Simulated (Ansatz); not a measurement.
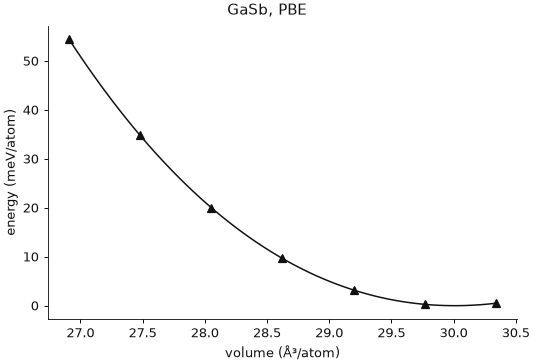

The figure shows the energy against volume for GaSb, space group F-43m (No. 216).

Starting cell:
```
Sb Ga
1.0
     0.00000    3.05900    3.05900
     3.05900    0.00000    3.05900
     3.05900    3.05900    0.00000
Sb Ga
1 1
Direct
  0.75000 0.75000 0.75000
  0.00000 0.00000 0.00000
```

Method: all-electron LAPW DFT, no spin polarisation; energies at scaled volumes of the given cell, shape and fractions fixed, counted from the fit's minimum, third-order Birch-Murnaghan fit (Ansatz 0.2.0). Level: PBE.

k mesh 8×8×8; occupations Fermi–Dirac; smearing width 0.05 eV; potentials all electron LAPW, scalar relativistic; program settings basis error eV/atom 0.0005.

This calculation gives: equilibrium volume 30.01 Å³/atom and bulk modulus 44.3 GPa.

Now Sb is replaced by P on all its sites, which gives GaP in the same structure. How do these quantities change?

The equilibrium volume falls from 30.01 to 20.86 Å³/atom (−30 %) and the bulk modulus rises from 44.3 to 76.8 GPa (+73 %).

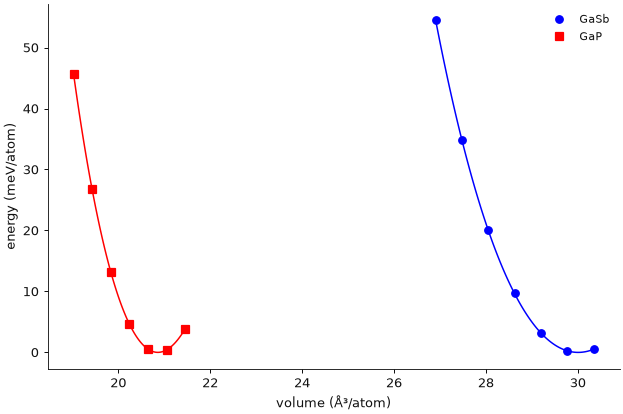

The two results together.

V0 and the bulk modulus come from third-order Birch–Murnaghan fits.
